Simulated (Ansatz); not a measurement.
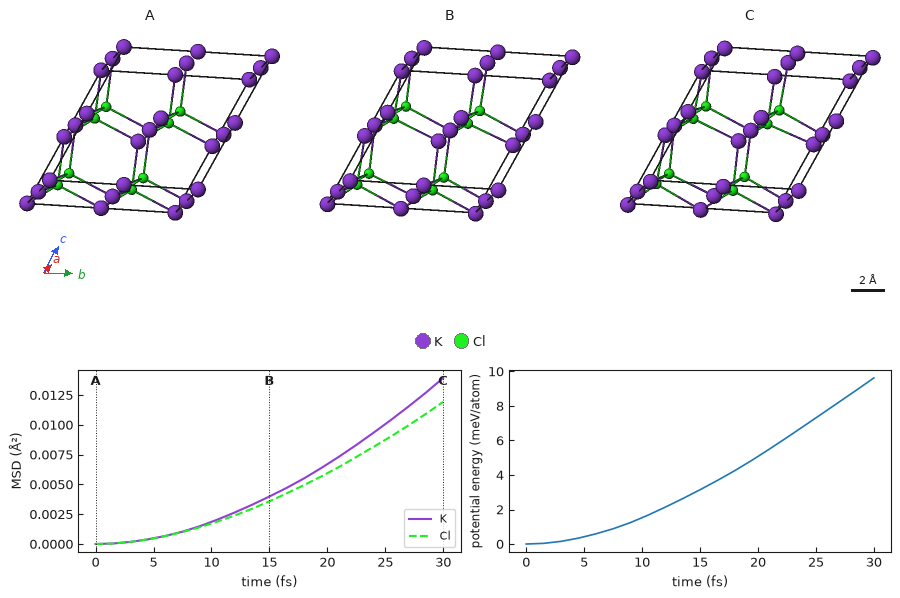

Molecular dynamics of a 16-atom cell of KCl (built on the zincblende type), 30 fs long. Frames (A at 0 fs, B at 15 fs, C at 30 fs) and the history of the run. The picture is a ball-and-stick view of the reduced simulation cell, seen from a free direction. Bonds to atoms that aren't drawn are left out. Lengths and directions refer to the drawn axes.

Computed with Ansatz, DFT, PBE, plane waves, PAW. Settings: plane-wave cutoff 420 eV; k-point mesh 2 × 2 × 2; Fermi-Dirac smearing 0.026 eV; Langevin thermostat (NVT); set temperature 300 K; time step 1.5 fs.

Describe the run.

Root-mean-square distances from the starting positions over the second half, with the common drift of all atoms taken out: K 0.09 Å, Cl 0.09 Å. The run lasts only 30 fs, too short to tell vibration from diffusion. Over the second half the temperature averages 217 K (spread ±8 K). The potential energy in the second half lies on average 6.3 meV per atom above the first frame.
